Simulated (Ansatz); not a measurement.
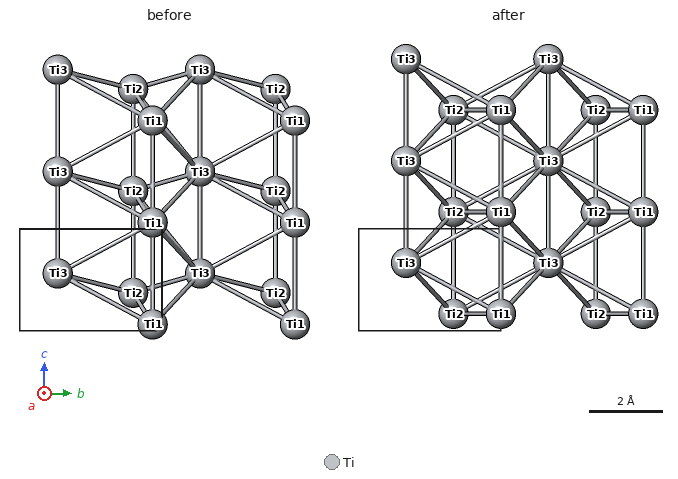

The structure of crystalline Ti (set up in P1) before (left) and after (right) a relaxation, at one scale.

A ball-and-stick model of the cell of the calculation, repeated 1 × 2 × 3 with one cell outlined, seen along the a axis.

The calculation used Ansatz, DFT PBEsol, scalar-relativistic, plane waves, PAW. (plane-wave cutoff 420 eV; k-point mesh 12 × 12 × 12; occupations gaussian; smearing width 0.15 eV; no spin polarisation; cell and atoms relaxed; force threshold 0.01 eV/Å; at most 80 steps)

Q: Describe what moved and what it gained.

A: The largest move relative to the cell is that of Ti2, 0.92 Å along [−3 −2 −3]. The drawn cell changes at constant volume: a unchanged at 4.515 Å, b 4.515 → 4.514 Å (0.0 %), c 2.799 → 2.800 Å (0.0 %). Near-neighbour distances that change, for instance: Ti2–Ti3 4.302 → 2.958 Å, Ti1–Ti2 2.504 → 3.825 Å, Ti1–Ti2 (another image) 3.565 → 2.606 Å, Ti2–Ti3 (another image) 2.058 → 2.959 Å. New bonds form, among them: Ti1–Ti2 (3.18 → 2.61 Å), Ti1–Ti2 (3.56 → 2.61 Å), Ti2–Ti3 (3.69 → 2.96 Å), Ti2–Ti3 (4.30 → 2.96 Å). Bond angles that change, for instance: Ti3–Ti2–Ti3 150.1° → 99.5°, Ti1–Ti2–Ti3 99.4° → 63.9°, Ti1–Ti2–Ti2 118.6° → 90.0°. The space group (tolerance 0.01 Å) goes from P1 (No. 1) to P6/mmm (No. 191). After 10 accepted moves (12 points after the start) the energy has fallen by 995 meV per atom. Largest force component: 5.9 eV/Å at the start, 0.00032 eV/Å at the end. Pressure: 16.50 GPa at the start and 0.00 GPa at the end. The SCF was repeated twice at an unchanged geometry on a basis and grid sized afresh for the cell, which shifted the energy by less than 0.05 meV per atom at most.
